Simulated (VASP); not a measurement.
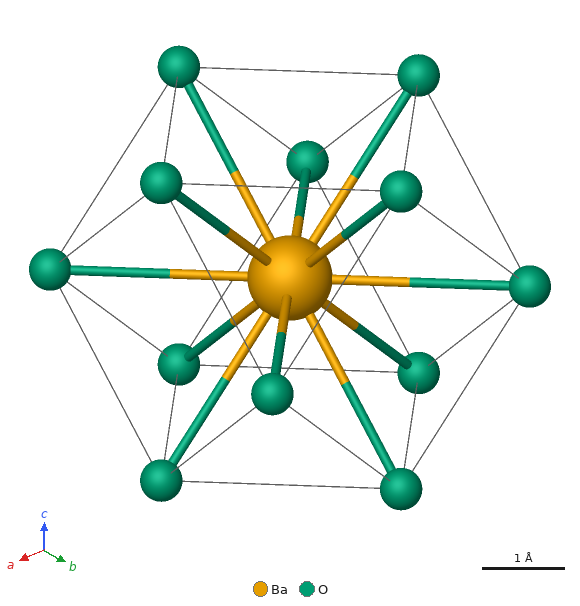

Coordination of Ba in BaZrO3 (Pm-3m). The shape measure S (0 to 100) is the computed least-squares distance from an ideal polyhedron; S = 0 means ideal. Origin: the end point of a relaxation with VASP Kohn-Sham DFT of a periodic cell, LDA, VASP PAW LDA potentials, recommended in VASP 6.6.1.

What geometry does the central atom have?

Answer. BaO12: an essentially ideal cuboctahedron (coordination number 12, S = 0.00; next best icosahedron, S = 5.3).

Does the central atom sit at the centroid of its ligands?

Answer. Yes, to within 0.01 Å; the site symmetry is m-3m.

How long are the bonds?

Answer. 12 × Ba–O 2.94 Å. The next neighbour, not counted, lies at 3.60 Å.
